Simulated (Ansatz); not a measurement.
AgCl, space group Fm-3m (No. 225), a = 5.546 Å, b = 5.546 Å, c = 5.546 Å, α = 90.00°, β = 90.00°, γ = 90.00°

```json
{"site": "Ag", "Wyckoff": "4b", "x": "0.0000", "y": "0.0000", "z": "0.5000"}
{"site": "Cl", "Wyckoff": "4a", "x": "0.0000", "y": "0.0000", "z": "0.0000"}
```

Source: a calculation's input that goes back to an entry of the Crystallography Open Database (an earlier step may have relaxed or displaced it).

**Describe the coordination of Ag.**

AgCl6: an essentially ideal octahedron (coordination number 6, S = 0.00; next best trigonal prism, S = 16.7). Bonds: 6 × Ag–Cl 2.77 Å. The next neighbour, not counted, lies at 3.92 Å.

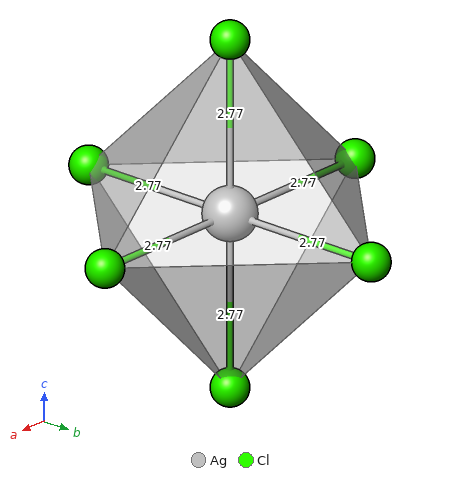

The polyhedron about Ag. Continuous shape measures are computed against ideal polyhedra (0 is ideal; above about 3 the distortion is strong).
